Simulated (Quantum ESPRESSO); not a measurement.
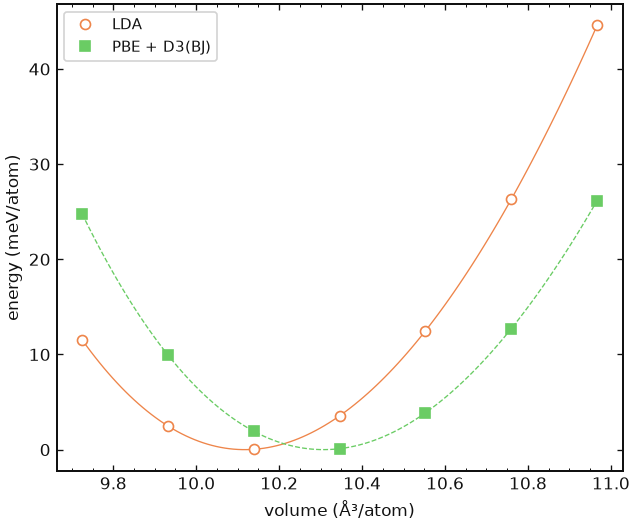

The figure shows the energy against volume, with one curve for each functional, for SiC (space group F-43m).

How it was computed, with Quantum ESPRESSO 7.5: plane-wave DFT, no spin polarisation; energies at scaled volumes of the given cell, shape and fractions fixed, counted from the fit's minimum, third-order Birch-Murnaghan fit. All runs: no spin polarisation.

- k mesh: 10×10×10
- occupations: Fermi–Dirac
- smearing width: 0.05 eV
- wave cutoff: 1116 eV
- density cutoff: 4463 eV

Settings that differ: LDA: potentials PseudoDojo-0.4.1-SR-LDA-standard; PBE + D3(BJ): potentials PseudoDojo-0.4.1-SR-PBE-standard.

Order the curves by fitted equilibrium volume, smallest first.

Answer. LDA 10.117, PBE + D3(BJ) 10.307 Å³/atom.

Order the curves by fitted bulk modulus, smallest first.

Answer. PBE + D3(BJ) 219.7, LDA 228.2 GPa.
